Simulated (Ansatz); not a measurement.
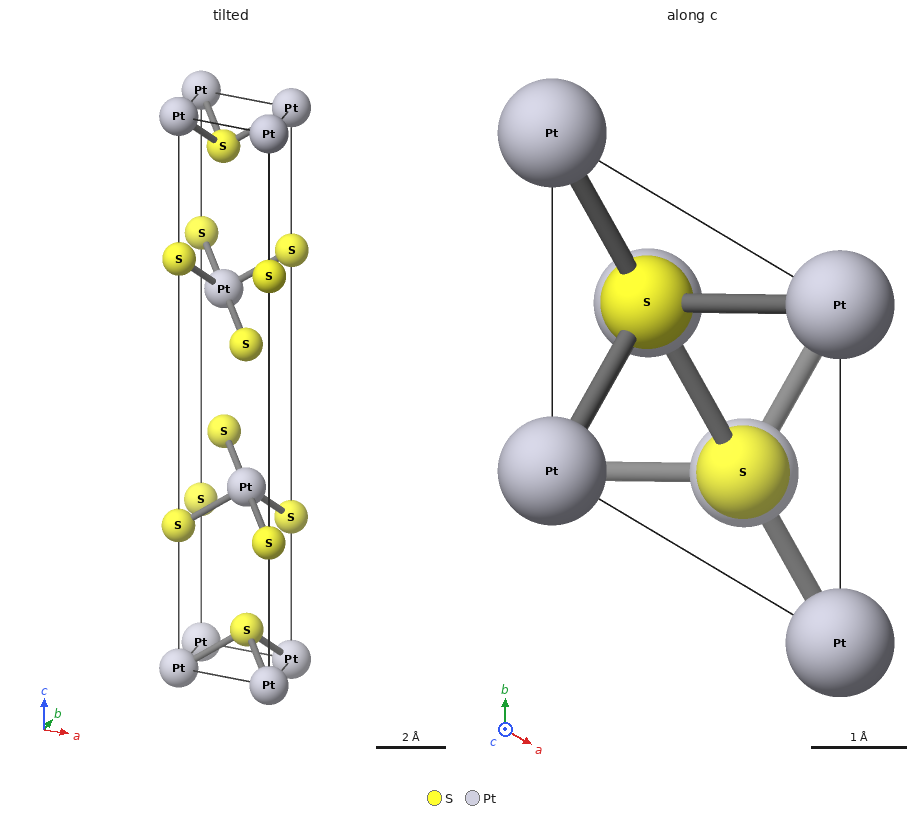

The figure gives a ball-and-stick picture of the atoms, viewed slightly off an axis and along the c axis. Lines trace the edges of the drawn cell (a repeat of the simulation cell).

PtS2, a = 3.529 Å, b = 3.558 Å, c = 16.569 Å, α = 90.00°, β = 90.00°, γ = 120.83°. Strictly the space group is P-1 (No. 2, within 0.01 Å). It is a distorted form of a rhombohedral (trigonal R) structure, space group R-3m (No. 166) within 0.25 Å: cadmium chloride (CdCl₂) type. The model was built from a structure type filled with these elements by a generator (whether the compound takes this form wasn't checked). The cell was then strained or its atoms displaced on purpose. An electronic-structure calculation with Ansatz was run on it.

This one geometry was computed with Ansatz (DFT, plane waves, PAW) at three levels of theory: HSE06, PBE and r2SCAN.

Which level gives the highest pressure at this volume, and what does that say about its equilibrium volume?

Highest: PBE (3.5 GPa), which points to the largest equilibrium volume. Lowest, with the smallest volume: HSE06 (-0.9 GPa). Levels within 0.5 GPa of each other can't be told apart.

How does the band gap change with the level of theory?

PBE: a gap of 0.93 eV, indirect; r2SCAN: a gap of 1.09 eV, indirect; HSE06: a gap of 1.67 eV, indirect.

Collect the results in a table.

| level | cutoff (eV) | k-mesh of the run's cell | gap (eV) | pressure (GPa) |
| --- | --- | --- | --- | --- |
| HSE06 | 420 | 6×6×6 | 1.67 | -0.9 |
| PBE | 420 | 8×8×8 | 0.93 | 3.5 |
| r2SCAN | 500 | 8×8×8 | 1.09 | 1.2 |

Gaps are taken on the k-mesh or band path of each run.
